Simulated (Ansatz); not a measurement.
# Single-point calculation of Cu

System: Cu (1 atom in the cell).
Method: DFT r2SCAN, scalar-relativistic, plane waves, PAW, no spin polarisation (Ansatz 0.2.0).

The structure derives from a Materials Project entry. It belongs to a series of runs on one base structure; here: functional: r2SCAN. Figures and captions count atoms from 1; the log counts them from 0 in places.

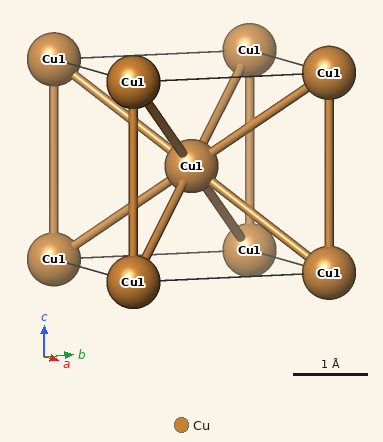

**Figure 1.** The structure as given in the input (ball-and-stick view of the cell 2 times as large as that of the calculation, set on its symmetry axes, seen slightly off an axis; atoms are numbered from 1 in the order of the input). An atom can appear more than once, as a periodic image.

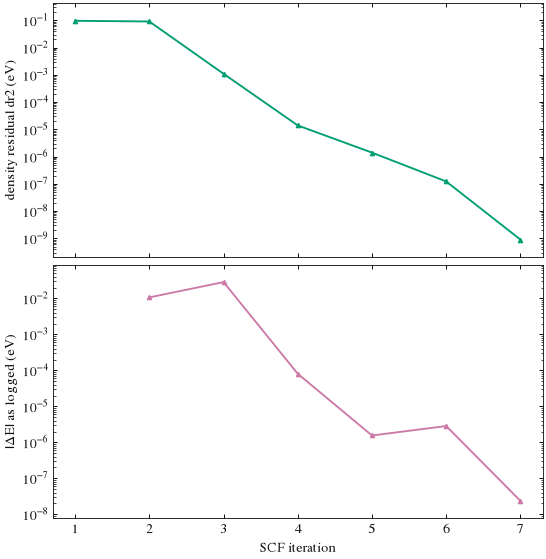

**Figure 2.** Convergence of the self-consistent field: density residual dr2 and size of the energy change against the SCF iteration. The residual falls at every step.

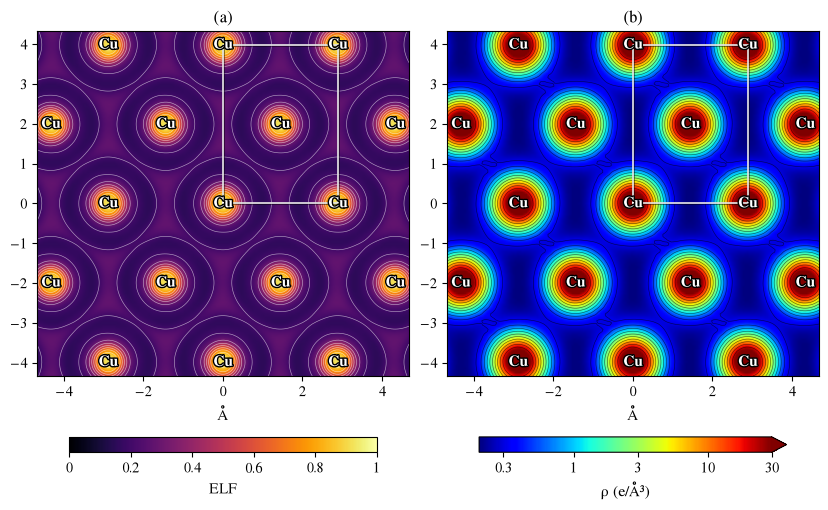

**Figure 3.** (a) electron localisation function; (b) valence electron density on the (011̄) plane of the conventional cell. The section cuts through Cu sites. Cu–Cu (2.46 Å): ρ at the midpoint is about 0.3 e/Å³; the ELF is about 0.20 at the midpoint; no shared electron pair. Away from the nuclei the density in this plane falls to 0.2 e/Å³ at its lowest. The strong features right at Cu lie inside the PAW spheres (semicore, d or f shells) and say nothing about bonding. In a PAW calculation such maps are meaningful between the atoms, not at the nuclei.

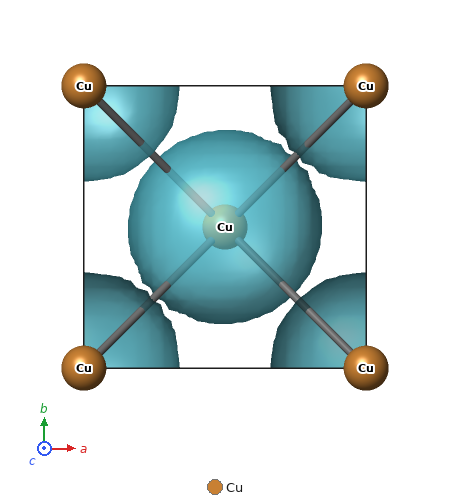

**Figure 4.** Isosurface of the valence electron density at 0.4 e/Å³ (cyan), seen along the c axis. Sticks mark near contacts. The outline is the cell set on symmetry axes. At this value the density breaks into separate islands; it holds about 90 % of the electrons treated as valence (semicore included). It is pinched off along the Cu–Cu (2.46 Å) and Cu–Cu (2.75 Å) contacts. On the grid the lowest density along these lines, outside the cores, is 0.3 e/Å³ (Cu–Cu, 2.46 Å) and 0.22 e/Å³ (Cu–Cu, 2.75 Å).

The input and output of the run follow.

## The input
```yaml
crystal:
  lattice:
    - [-1.44279332, 1.44279332, 1.37608145]
    - [1.44279332, -1.44279332, 1.37608145]
    - [1.44279332, 1.44279332, -1.37608145]
  atoms:
    - { symbol: Cu, position: [0.0, 0.0, 0.0] }
basis:
  ecutwfc: 500
kpoints:
  mp_grid: { grid: [20, 20, 20] }
hamiltonian:
  xc: r2scan
scf:
  occupations: { method: gaussian, width: 0.1 }
output:
  forces: true
  stress: true
  eigenvalues: true
  write_density: true
  write_potential: true
  elf: true
  volumetric_format: npy
```

Run as:
```bash
ansatz run input.yaml --threads 1 --pin off --max-ram 2560MiB --backend cpu --events-out ev --progress --plain --runs-dir out
```

## The program's output
```
Engine: ansatz 0.2.0, x86_64-unknown-linux-gnu
Pseudopotentials: kind: paw
Pseudopotential: Cu, paw, valence charge 19, recommended cutoff 500 eV (meta_gga), Cu.paw.azcp
Functional definition: r2SCAN
  parameter k0 = 0.174
  parameter k1 = 0.065
  parameter a1 = 4.9479
  exchange = r2scan_x(k0 = k0, k1 = k1, a1 = a1)
  correlation = r2scan_c
Crystal: 1 atoms, lattice volume = 11.458 Å³
Basis set: ecut = 500 eV, 313 PW (Γ), exchange–correlation on 72×72×72 points (64 copies of the dense FFT grid, shifted against one another)
Bands: 14, of which v1, the nominal top of the filled ones, is band 10 counted from 1 (9 counted from 0)
Symmetry: 16 space group operations
Space group: I4/mmm (ITA 139), of the structure as read, at distance tolerance 2.3e-5 Å
k-points: 641 of 8000
Non-local potential: Cu, projectors of the file, l = 0: 3, l = 1: 2, l = 2: 3, l = 3: 1
PAW form: soft (Blöchl's): semilocal exchange-correlation on the pseudo side does not see the compensation charge
PAW frozen core: Cu, regenerated for the run's functional (the file was generated under x = pbe(κ = 0.804, μ = 0.2195149727645171), c = pbe(β = 0.06672455060314922))
PAW one-centre angular grid: Cu, 590 points (default); XC on 160 Gauss nodes
Initial density: superposition of atomic densities (neutral atoms: chi_scale 0, normalization atom), corrected by the library's trained network
Initial wavefunctions: pseudopotential atomic-orbital guess
Functional: x = r2scan, c = r2scan; τ floored in thin density (d = 2e-4 eV/Å³)
SCF iter   1: F=—  HF=-6631.218920 eV  |F-HF|=—  |Δ(HF+E_count)|=         —  Δρ=3.94e-2  dr2=9.70e-2  dr2_τ=7.33e-4  ethr=1.77e-3  ⟨swp⟩=5.2  Hψ=44804  notcnv=0
preconditioner: auto → none  [metal: Δε(μ)=0.012 eV  Ē_g=18.559 eV  σ=0.100 eV  W_gap=0.07  n_scr=0 (ndim 8)  ℏωp=36.4 eV  f_vac=0.000  D(μ)=0.48/eV (n_scr^D=0)]
SCF iter   2: F=—  HF=-6631.229580 eV  |F-HF|=—  |Δ(HF+E_count)|=   1.07e-2  Δρ=3.85e-2  dr2=9.15e-2  dr2_τ=1.04e-3  ethr=5.11e-4  ⟨swp⟩=2.4  Hψ=20599  notcnv=0  defer=272
SCF iter   3: F=—  HF=-6631.201067 eV  |F-HF|=—  |Δ(HF+E_count)|=   2.85e-2  Δρ=4.11e-3  dr2=1.10e-3  dr2_τ=8.27e-6  ethr=4.81e-4  ⟨swp⟩=2.1  Hψ=15011  notcnv=0  defer=272
SCF iter   4: F=—  HF=-6631.200986 eV  |F-HF|=—  |Δ(HF+E_count)|=   8.06e-5  Δρ=3.85e-4  dr2=1.40e-5  dr2_τ=5.41e-7  ethr=5.79e-6  ⟨swp⟩=1.5  Hψ=11165  notcnv=0  defer=271
SCF iter   5: F=—  HF=-6631.200988 eV  |F-HF|=—  |Δ(HF+E_count)|=   1.55e-6  Δρ=1.63e-4  dr2=1.41e-6  dr2_τ=4.16e-8  ethr=7.34e-8  ⟨swp⟩=2.2  Hψ=11836  notcnv=0  defer=271
SCF iter   6: F=—  HF=-6631.200991 eV  |F-HF|=—  |Δ(HF+E_count)|=   2.84e-6  Δρ=4.15e-5  dr2=1.23e-7  dr2_τ=1.62e-9  ethr=7.43e-9  ⟨swp⟩=2.0  Hψ=12276  notcnv=0  defer=271
SCF iter   7: F=-6631.200991 eV  HF=-6631.200991 eV  |F-HF|=9.20e-10  |Δ(HF+E_count)|=   2.36e-8  Δρ=4.10e-6  dr2=9.07e-10  dr2_τ=2.69e-11  ethr=5.26e-10  ⟨swp⟩=8.9  Hψ=54857  notcnv=0
SCF 1 converged in 7 iterations: F = -6631.200991 eV  dr2 = 9.07e-10
  greatest PAW one-centre occupation: 1.000 electrons in one spin orbital (limit 2), on the Cu atom at site 0 (counted from 0), in its partial waves of l = 0
SCF converged after 7 iterations
Free energy (F): -6631.200991 eV
Harris-Foulkes:  -6631.200991 eV  (|F-HF|=9.20e-10)
Internal energy: -6631.198748 eV  (E = F + TS)
E sigma→0 (E₀):  -6631.199869 eV
Entropy (-TS):   -0.002243 eV (-2.243 meV/atom)
Fermi energy:    17.222073 eV
--- Per-component energies (eV) ---
  E_band       = -375.453268
  E_kinetic    = 299.994164
  E_local      = -4004.880530  (includes V_loc(G=0)·N_el)
  E_nonlocal   = 395.530966
  E_hartree    = 1770.532171
  E_xc         = -83.903234
  E_vxc        = -124.824480  (∫ρ·V_xc dr)
  E_paw        = -1678.236682  (= ΣΔE_a)
  E_vpaw       = -491.324745  (= ΣTr[D̂ρ^β])
  E_aug_tail   = 0.000155  (compensation charges beyond the density's cutoff)
  E_vtau       = 8.984287  (kinetic-family band-sum trace: ∫τ·v_τ [+ j·A + Jᵃ·Aᵃ] dr)
  E_ewald      = -3329.934651
  E_core_change = -0.301108  (= ΣΔE_core)
  E_smearing   = -0.002243  (= −TS)
  E_closure    = 0.000000  (closes the sum)
  Σ components = -6631.200991   (vs F -6631.200991, Δ=0.00e0)
--- Forces (eV/Å), atoms counted from 1 ---
  atom   1  Cu     0.00000000     0.00000000     0.00000000
  max |Σ_I F_I| component: 7.40e-32 eV/Å
--- Stress (GPa, compression-positive) ---
        0.403322       0.000000       0.000000
        0.000000       0.403322       0.000000
        0.000000       0.000000       0.069856
  P = ⅓ Tr σ = 0.2922 GPa (2.922 kbar)
--- Band table (eV; the first three rows and the last of 641) ---
  k-point 0: bands = ["-99.3035", "-55.0580", "-55.0533", "-55.0533", "7.2501", "13.8038", "13.9994", "13.9994", "14.8755", "15.0810", "43.0610", "43.0610", "44.3988", "47.0924"]
  k-point 1: bands = ["-99.3030", "-55.0590", "-55.0564", "-55.0532", "7.3496", "13.8054", "13.9823", "14.0375", "14.8558", "15.0791", "41.6951", "43.0104", "44.1377", "46.0058"]
  k-point 2: bands = ["-99.3018", "-55.0656", "-55.0620", "-55.0529", "7.6456", "13.8069", "13.9329", "14.1493", "14.8048", "15.0739", "39.1168", "42.5926", "43.5475", "45.0020"]
  k-point 640: bands = ["-99.2721", "-55.1531", "-55.1531", "-55.1458", "12.1989", "12.2526", "15.5924", "15.5924", "15.6507", "25.3350", "25.3350", "27.2632", "30.9362", "31.6401"]
```

## Results in brief

```json
{"quantity": "outcome", "value": "converged"}
{"quantity": "space group (tolerance 0.01 Å)", "value": "I4/mmm (139)"}
{"quantity": "electrons treated", "value": "19"}
{"quantity": "free energy", "value": "−6631.2010 eV"}
{"quantity": "Fermi energy", "value": "17.222 eV"}
{"quantity": "gap on the k-point mesh", "value": "none (metallic)"}
{"quantity": "pressure", "value": "0.29 GPa"}
{"quantity": "largest force (length of the vector)", "value": "under 0.001 eV/Å"}
{"quantity": "hardware", "value": "1 thread of AMD EPYC (Zen 3), 32 GiB of memory available, shared host"}
{"quantity": "wall time", "value": "16 s"}
{"quantity": "peak memory", "value": "0.48 GiB"}
```
